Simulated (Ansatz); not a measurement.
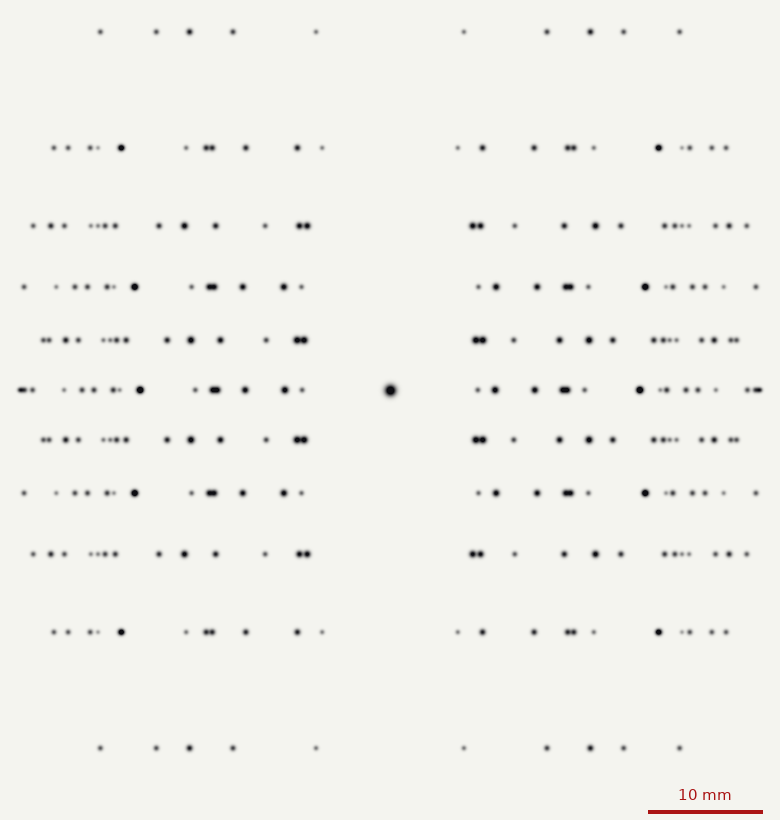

Simulated X-ray rotation photograph: Mo Kα radiation (λ = 0.7107 Å), cylindrical film of radius 30.0 mm unrolled, rotation axis vertical and normal to the beam, kinematic intensities without Lorentz or polarisation factors, the film spanning ±63° about the beam; spots down to d = 0.68 Å.

**What lattice repeat along the rotation axis do the layer lines give?**

The first layer line lies 4.4 mm from the equator, so tan ν = 0.147, sin ν = 0.145 and the period is λ/sin ν = 4.89 Å. Further lines follow at 9.1, 14.5, 21.4, 31.7 mm.

The crystal is Ta, space group P6/mmm (No. 191), a = 4.89 Å, c = 2.75 Å (hexagonal axes). Structure: the input geometry of an electronic-structure calculation (not necessarily at equilibrium); the starting structure was generated, so it need not be a known form of this composition.

**About which axis was it rotated?**

About [100] (or an equivalent direction), whose length in the conventional cell is 4.893 Å.
